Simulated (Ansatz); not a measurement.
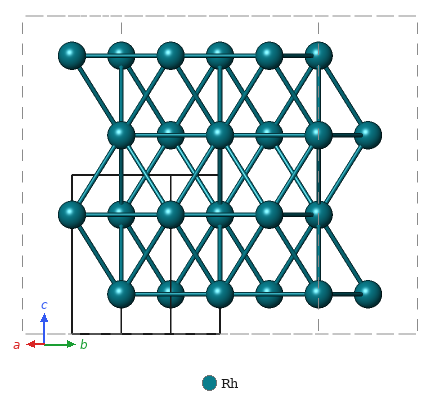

Rh (P6_3/mmc, No. 194): the geometry relaxed with Ansatz, DFT, r2SCAN, plane waves (500 eV) with PAW, scalar-relativistic; the starting structure was generated, so it need not be a known form of this composition.

```xyz
2
Lattice="2.7035 0.0000 0.0000 -1.3518 2.3413 0.0000 0.0000 0.0000 4.3569" Properties=species:S:1:pos:R:3 pbc="T T T"
Rh    0.0000    1.5609    1.0892
Rh    1.3518    0.7804    3.2677
```

> What will a map of the projected electrostatic potential along [210] show? Computed as the sum of neutral-atom potentials (tabulated electron scattering factors, B = 0.3 Å²) projected along the beam and smoothed by 0.25 Å; brighter is more positive.

The columns repeat on a rectangular net of 1.35 × 2.18 Å (plane group p2mm). All columns are alike (Rh). The shortest distance between visible columns is 1.35 Å in projection. Along the beam the structure repeats every 4.68 Å.

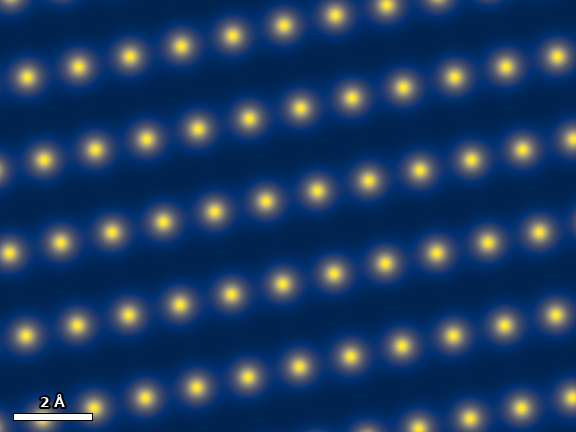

The simulated image.

> What mean inner potential do neutral atoms give for this crystal?

About 32 V (the sum of the forward scattering factors over the cell volume; bonding usually lowers the true value).
